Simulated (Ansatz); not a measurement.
Consider CO₂.

The calculation's input:

```
crystal:
  lattice:
    - [5.7999351339, 0.0, 0.0]
    - [0.0, 5.7999351339, 0.0]
    - [0.0, 0.0, 5.7999351339]
  atoms:
    - { symbol: C, position: [0.0, 0.0, 0.0] }
    - { symbol: C, position: [0.5, 0.0, 0.5] }
    - { symbol: C, position: [0.5, 0.5, 0.0] }
    - { symbol: C, position: [0.0, 0.5, 0.5] }
    - { symbol: O, position: [0.1161576883, 0.1161576883, 0.1161576883] }
    - { symbol: O, position: [0.3838423117, 0.8838423117, 0.6161576883] }
    - { symbol: O, position: [0.6161576883, 0.3838423117, 0.8838423117] }
    - { symbol: O, position: [0.8838423117, 0.6161576883, 0.3838423117] }
    - { symbol: O, position: [0.8838423117, 0.8838423117, 0.8838423117] }
    - { symbol: O, position: [0.6161576883, 0.1161576883, 0.3838423117] }
    - { symbol: O, position: [0.3838423117, 0.6161576883, 0.1161576883] }
    - { symbol: O, position: [0.1161576883, 0.3838423117, 0.6161576883] }
basis:
  ecutwfc: 520.0
kpoints:
  mp_grid: { grid: [6, 6, 6] }
hamiltonian:
  xc: pbesol
scf:
  occupations: { method: gaussian, width: 0.05 }
output:
  forces: true
  stress: true
  eigenvalues: true
  write_density: true
  write_potential: true
  elf: true
  volumetric_format: npy
```

Run with:

```sh
ansatz run input.yaml --threads 2 --pin off --max-ram 4096MiB --backend cpu --events-out ev --progress --plain --runs-dir out
```

Below, planes, directions and counts refer to the conventional cell (a = 5.80 Å, b = 5.80 Å, c = 5.80 Å, α = 90.00°, β = 90.00°, γ = 90.00°).

Space group Pa-3.

The calculation used DFT PBEsol, scalar-relativistic, plane waves, PAW in Ansatz.

Q: What will maps of the valence pseudo-density and electron localisation function show?

A: C–O (1.17 Å): ρ at the midpoint is about 3.6 e/Å³; the ELF peaks at about 0.80 between the atoms (inside overlapping PAW spheres, so only a guide) (a multiple bond).

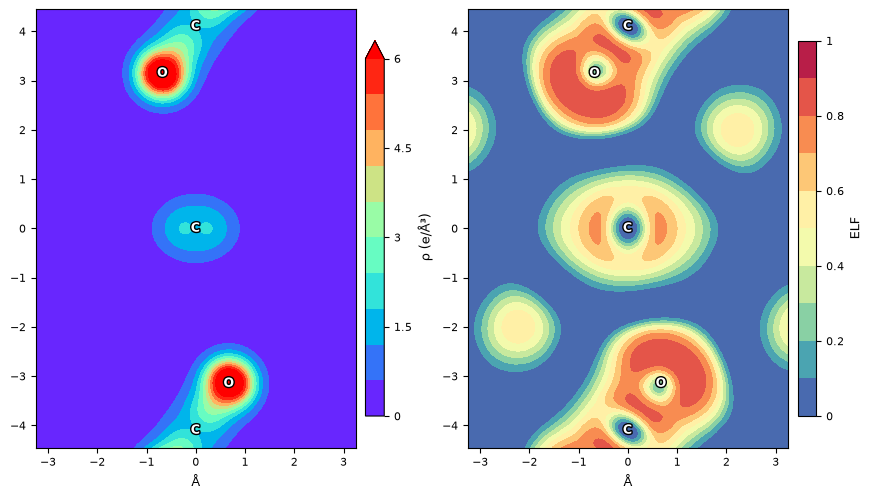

Computed valence pseudo-density and electron localisation function on the (101) plane of the conventional cell, in this order. 

In a PAW calculation such maps are meaningful between the atoms, not at the nuclei.
